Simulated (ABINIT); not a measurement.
**SiC: dielectric calculation (part 1 of 3)**

System: SiC (P6₃mc, 4 atoms in the cell).
Method: Kohn-Sham DFT of a periodic cell, PBEsol, JTH PAW PBE v2.0, no spin polarisation (ABINIT 10.8.3).

The structure derives from an entry of the Crystallography Open Database.

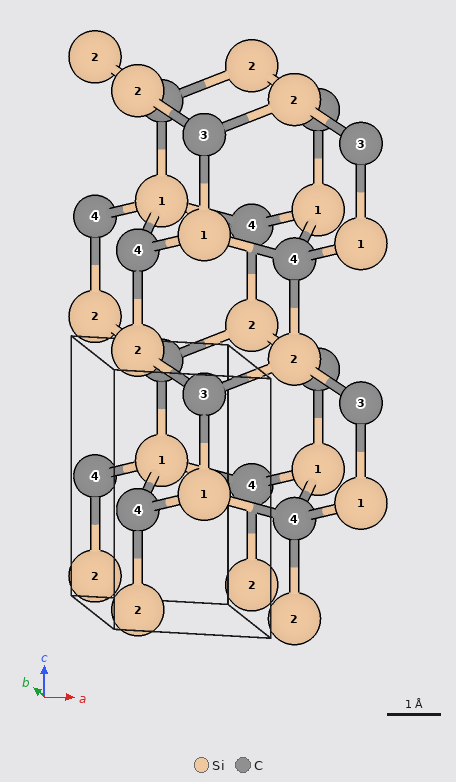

*The structure as given in the input (ball-and-stick view of the cell of the calculation, repeated 2 × 2 × 2, seen slightly off an axis; atoms are numbered from 1 in the order of the input).*

Near neighbours in the crystal (not all of them lie inside the picture): Si has 4 C at 1.87 to 1.94 Å; C has 4 Si at 1.87 to 1.94 Å.

Input
```
# Datasets
ndtset 3

# Pseudopotentials
pp_dirpath "./"
pseudos "Si.GGA_PBE-JTH.xml, C.GGA_PBE-JTH.xml"

# Structure
acell 3.076 3.076 5.048 Angstrom
rprim
     1.0000000000     0.0000000000     0.0000000000
    -0.5000000000     0.8660254038     0.0000000000
     0.0000000000     0.0000000000     1.0000000000
ntypat 2
znucl 14 6
natom 4
typat 1 1 2 2
xred
            2/3            1/3            1/2
            1/3            2/3            0.0
            2/3            1/3   0.8850000000
            1/3            2/3   0.3850000000

# Plane-wave basis
ecut 408.170794 eV
pawecutdg 30.0

# k points
ngkpt 8 8 4
nshiftk 1
shiftk 0.0 0.0 0.5

# Exchange and correlation
ixc -116133

# Bands and occupations
nband 8
occopt 1

# SCF cycle
nstep 80
diemac 6.0

# Output
prteig 0
prtebands 0
prtwf 0
prtden 0
prtpot 0

# Dataset 1: ground state
kptopt1 1
tolvrs1 1.0e-15
prtwf1 1

# Dataset 2: derivatives of the wave functions by k
iscf2 -3
rfelfd2 2
rfdir2 1 1 1
getwfk2 1
kptopt2 2
nqpt2 1
qpt2 0.0 0.0 0.0
tolwfr2 1.0e-18
prtwf2 1

# Dataset 3: response at q = 0 to electric field
rfelfd3 3
rfdir3 1 1 1
getwfk3 1
getddk3 2
kptopt3 2
nqpt3 1
qpt3 0.0 0.0 0.0
tolvrs3 1.0e-10
```

File mrgddb.in
```
merged_DDB
SiC
2
runo_DS1_DDB
runo_DS3_DDB
```

File anaddb.abi
```
ddb_filepath "merged_DDB"
output_file "anaddb.abo"
outdata_prefix "ana"
asr 1
chneut 1
dipdip 1
dieflag 2
enunit 0
```

Command:
```bash
abinit run.abi > log 2>&1
mrgddb < mrgddb.in > mrgddb.log 2>&1
anaddb anaddb.abi > anaddb.log 2>&1
```

Log
```
.Version 10.8.3 of ABINIT
 DATASET    1 : space group P6_3 m c (#186); Bravais hP (primitive hexag.)
================================================================================
 Values of the parameters that define the memory need for DATASET  1.
     intxc =       0    ionmov =       0      iscf =      17    lmnmax =       8
     lnmax =       4     mgfft =      36  mpssoang =       2    mqgrid =    3001
     natom =       4  nloc_mem =       2    nspden =       1   nspinor =       1
    nsppol =       1      nsym =      12    n1xccc =       1    ntypat =       2
    occopt =       1   xclevel =       2
       mpw =         784          nfft =       20736          nkpt =          20
 PAW method is used; the additional fine FFT grid is defined by:
   mgfftf=        48    nfftf =     43200
================================================================================
================================================================================

 DATASET    2 : space group P6_3 m c (#186); Bravais hP (primitive hexag.)
================================================================================
 Values of the parameters that define the memory need for DATASET  2 (RF).
     intxc =       0      iscf =      -3    lmnmax =       8     lnmax =       4
     mgfft =      36  mpssoang =       2    mqgrid =    3001     natom =       4
  nloc_mem =       2    nspden =       1   nspinor =       1    nsppol =       1
      nsym =      12    n1xccc =       1    ntypat =       2    occopt =       1
   xclevel =       2
      nfft =       20736          nkpt =         128
================================================================================
================================================================================

 DATASET    3 : space group P6_3 m c (#186); Bravais hP (primitive hexag.)
================================================================================
 Values of the parameters that define the memory need for DATASET  3 (RF).
     intxc =       0      iscf =       7    lmnmax =       8     lnmax =       4
     mgfft =      36  mpssoang =       2    mqgrid =    3001     natom =       4
  nloc_mem =       2    nspden =       1   nspinor =       1    nsppol =       1
      nsym =      12    n1xccc =       1    ntypat =       2    occopt =       1
   xclevel =       2
      nfft =       20736          nkpt =         128
================================================================================
================================================================================

--------------------------------------------------------------------------------
------------- Echo of variables that govern the present computation ------------
--------------------------------------------------------------------------------
 -outvars: echo values of preprocessed input variables --------
            acell      5.8127975633E+00  5.8127975633E+00  9.5393374836E+00 Bohr
              amu      2.80855000E+01  1.20110000E+01
           diemac      6.00000000E+00
             ecut      1.50000000E+01 Hartree
           getddk1          0
           getddk2          0
           getddk3          2
           getwfk1          0
           getwfk2          1
           getwfk3          1
             iscf1         17
             iscf2         -3
             iscf3          7
              ixc     -116133
           jdtset        1    2    3
                       outvar_i_n : Printing only first  50 k-points.
           kptopt1          1
           kptopt2          2
           kptopt3          2
         kptrlatt        8    0    0      0    8    0      0    0    4
          kptrlen      3.81573499E+01
            natom           4
            nband1          8
            nband2          8
            nband3          8
           ndtset           3
            ngfft          24      24      36
          ngfftdg          30      30      48
             nkpt1         20
             nkpt2        128
             nkpt3        128
             nqpt1          0
             nqpt2          1
             nqpt3          1
            nstep          80
             nsym          12
           ntypat           2
        optdriver1          0
        optdriver2          1
        optdriver3          1
        pawecutdg      3.00000000E+01 Hartree
         pawxcdev           0
           prtden           0
        prtebands           0
           prteig           0
            prtwf1          1
            prtwf2          1
            prtwf3          0
           rfelfd1          0
           rfelfd2          2
           rfelfd3          3
            rprim      1.0000000000E+00  0.0000000000E+00  0.0000000000E+00
                      -5.0000000000E-01  8.6602540380E-01  0.0000000000E+00
                       0.0000000000E+00  0.0000000000E+00  1.0000000000E+00
           shiftk      0.00000000E+00  0.00000000E+00  5.00000000E-01
          spgroup         186
           tolvrs1     1.00000000E-15
           tolvrs2     0.00000000E+00
           tolvrs3     1.00000000E-10
           tolwfr1     0.00000000E+00
           tolwfr2     1.00000000E-18
           tolwfr3     0.00000000E+00
            typat      1  1  2  2
           useylm           1
                       outvars : Printing only first  50 k-points.
           xangst      1.5380000000E+00  8.8796471403E-01  2.5240000000E+00
                      -1.7750452179E-17  1.7759294281E+00  0.0000000000E+00
                       1.5380000000E+00  8.8796471403E-01  4.4674800000E+00
                      -1.7750452179E-17  1.7759294281E+00  1.9434800000E+00
            xcart      2.9063987816E+00  1.6780101190E+00  4.7696687418E+00
                      -3.3543493229E-17  3.3560202380E+00  0.0000000000E+00
                       2.9063987816E+00  1.6780101190E+00  8.4423136730E+00
                      -3.3543493229E-17  3.3560202380E+00  3.6726449312E+00
             xred      6.6666666667E-01  3.3333333333E-01  5.0000000000E-01
                       3.3333333333E-01  6.6666666667E-01  0.0000000000E+00
                       6.6666666667E-01  3.3333333333E-01  8.8500000000E-01
                       3.3333333333E-01  6.6666666667E-01  3.8500000000E-01
            znucl       14.00000    6.00000

================================================================================

 chkinp: Checking input parameters for consistency, jdtset=   1.

 chkinp: Checking input parameters for consistency, jdtset=   2.

 chkinp: Checking input parameters for consistency, jdtset=   3.

================================================================================
== DATASET  1 ==================================================================

--- !DatasetInfo
iteration_state: {dtset: 1, }
dimensions: {natom: 4, nkpt: 20, mband: 8, nsppol: 1, nspinor: 1, nspden: 1, mpw: 784, }
cutoff_energies: {ecut:  15.0, pawecutdg:  30.0, }
electrons: {nelect:   1.60000000E+01, charge:   0.00000000E+00, occopt:   1.00000000E+00, tsmear:   1.00000000E-02, }
meta: {optdriver: 0, ionmov: 0, optcell: 0, iscf: 17, paral_kgb: 0, }
...

 Real(R)+Recip(G) space primitive vectors, cartesian coordinates (Bohr,Bohr^-1):
 R(1)=  5.8127976  0.0000000  0.0000000  G(1)=  0.1720342  0.0993240  0.0000000
 R(2)= -2.9063988  5.0340304  0.0000000  G(2)=  0.0000000  0.1986480  0.0000000
 R(3)=  0.0000000  0.0000000  9.5393375  G(3)=  0.0000000  0.0000000  0.1048291
 Unit cell volume ucvol=  2.7913818E+02 bohr^3
 Angles (23,13,12)=  9.00000000E+01  9.00000000E+01  1.20000000E+02 degrees

 Coarse grid specifications (used for wave-functions):

 getcut: wavevector=  0.0000  0.0000  0.0000  ngfft=  24  24  36
         ecut(hartree)=     15.000   => boxcut(ratio)=   2.16458

 Fine grid specifications (used for densities):

 getcut: wavevector=  0.0000  0.0000  0.0000  ngfft=  30  30  48
         ecut(hartree)=     30.000   => boxcut(ratio)=   2.04079

--- Pseudopotential description ------------------------------------------------
- pspini: atom type   1  psp file is ./Si.GGA_PBE-JTH.xml
 Pseudopotential format is: paw10
 basis_size (lnmax)=  4 (lmn_size=  8), orbitals=   0   0   1   1
 Spheres core radius: rc_sph= 1.90944987
 Shapefunction is BESSEL type: shapef(r,l)=aa(1,l)*jl(q(1,l)*r)+aa(2,l)*jl(q(2,l)*r)
 Radius for shape functions =  1.60149249
 Compensation charge density is not taken into account in XC energy/potential

- pspini: atom type   2  psp file is ./C.GGA_PBE-JTH.xml
 Pseudopotential format is: paw10
 basis_size (lnmax)=  4 (lmn_size=  8), orbitals=   0   0   1   1
 Spheres core radius: rc_sph= 1.50736703
 Shapefunction is SIN type: shapef(r)=[sin(pi*r/rshp)/(pi*r/rshp)]**2
 Radius for shape functions =  1.30052589
 Compensation charge density is not taken into account in XC energy/potential

   2.91409616E+02                                ecore*ucvol(ha*bohr**3)
--------------------------------------------------------------------------------

================================================================================

--- !BeginCycle
iteration_state: {dtset: 1, }
solver: {iscf: 17, nstep: 80, nline: 4, wfoptalg: 10, }
tolerances: {tolvrs: 1.00E-15, }
...

     iter   Etot(hartree)      deltaE(h)  residm     nres2
 ETOT  1  -19.558654125616    -1.956E+01 7.063E-02 2.098E+01
 ETOT  2  -19.464898792581     9.376E-02 6.380E-04 2.777E+00
 ETOT  3  -19.455200415224     9.698E-03 1.170E-04 2.771E-01
 ETOT  4  -19.454974501122     2.259E-04 2.503E-05 3.914E-03
 ETOT  5  -19.455003838648    -2.934E-05 3.383E-06 6.388E-04
 ETOT  6  -19.455012211914    -8.373E-06 8.935E-07 3.937E-05
 ETOT  7  -19.455014391484    -2.180E-06 2.549E-07 1.459E-06
 ETOT  8  -19.455014892354    -5.009E-07 7.869E-08 1.565E-06
 ETOT  9  -19.455015022693    -1.303E-07 2.755E-08 1.105E-06
 ETOT 10  -19.455015053408    -3.071E-08 8.150E-09 3.598E-09
 ETOT 11  -19.455015063930    -1.052E-08 3.102E-09 1.389E-08
 ETOT 12  -19.455015066762    -2.832E-09 1.072E-09 3.624E-09
 ETOT 13  -19.455015067577    -8.143E-10 3.091E-10 3.571E-09
 ETOT 14  -19.455015067809    -2.325E-10 1.431E-10 4.539E-10
 ETOT 15  -19.455015067877    -6.812E-11 3.819E-11 2.428E-10
 ETOT 16  -19.455015067898    -2.072E-11 1.874E-11 8.441E-12
 ETOT 17  -19.455015067904    -6.480E-12 5.268E-12 8.870E-13
 ETOT 18  -19.455015067907    -2.018E-12 2.510E-12 6.839E-14
 ETOT 19  -19.455015067907    -7.034E-13 7.084E-13 2.827E-13
 ETOT 20  -19.455015067907    -1.954E-13 3.386E-13 7.720E-14
 ETOT 21  -19.455015067908    -1.812E-13 9.661E-14 1.969E-14
 ETOT 22  -19.455015067908    -1.776E-14 4.584E-14 9.990E-15
 ETOT 23  -19.455015067908    -2.487E-14 1.297E-14 9.424E-15
 ETOT 24  -19.455015067908     3.553E-15 6.193E-15 1.081E-14
 ETOT 25  -19.455015067908    -6.750E-14 1.764E-15 2.516E-15
 ETOT 26  -19.455015067907     3.162E-13 8.438E-16 8.167E-16

 At SCF step   26       nres2   =  8.17E-16 < tolvrs=  1.00E-15 =>converged.

 Cartesian components of stress tensor (hartree/bohr^3)
  sigma(1 1)= -2.93179347E-05  sigma(3 2)=  0.00000000E+00
  sigma(2 2)= -2.93179348E-05  sigma(3 1)=  0.00000000E+00
  sigma(3 3)=  1.32561593E-04  sigma(2 1)=  0.00000000E+00

--- !ResultsGS
iteration_state: {dtset: 1, }
comment   : Summary of ground state results
lattice_vectors:
- [  5.8127976,   0.0000000,   0.0000000, ]
- [ -2.9063988,   5.0340304,   0.0000000, ]
- [  0.0000000,   0.0000000,   9.5393375, ]
lattice_lengths: [   5.81280,    5.81280,    9.53934, ]
lattice_angles: [ 90.000,  90.000, 120.000, ] # degrees, (23, 13, 12)
lattice_volume:   2.7913818E+02
convergence: {deltae:  3.162E-13, res2:  8.167E-16, residm:  8.438E-16, diffor: null, }
etotal    :  -1.94550151E+01
entropy   :   0.00000000E+00
fermie    :   2.81692392E-01
cartesian_stress_tensor: # hartree/bohr^3
- [ -2.93179347E-05,   0.00000000E+00,   0.00000000E+00, ]
- [  0.00000000E+00,  -2.93179348E-05,   0.00000000E+00, ]
- [  0.00000000E+00,   0.00000000E+00,   1.32561593E-04, ]
pressure_GPa:  -7.2499E-01
xred      :
- [  6.6667E-01,   3.3333E-01,   5.0000E-01, Si]
- [  3.3333E-01,   6.6667E-01,   0.0000E+00, Si]
- [  6.6667E-01,   3.3333E-01,   8.8500E-01,  C]
- [  3.3333E-01,   6.6667E-01,   3.8500E-01,  C]
cartesian_forces: # hartree/bohr
- [ -9.26454154E-29,  -5.34888555E-29,   1.44604159E-02, ]
- [  9.26454154E-29,   5.34888555E-29,   1.44604159E-02, ]
- [ -3.70581661E-28,  -2.13955422E-28,  -1.44604159E-02, ]
- [  3.70581661E-28,   2.13955422E-28,  -1.44604159E-02, ]
force_length_stats: {min:   1.44604159E-02, max:   1.44604159E-02, mean:   1.44604159E-02, }
...

 Integrated electronic density in atomic spheres:
 ------------------------------------------------
 Atom  Sphere_radius  Integrated_density
    1        1.90945          1.66085535
    2        1.90945          1.66085535
    3        1.50737          2.56656379
    4        1.50737          2.56656379
```
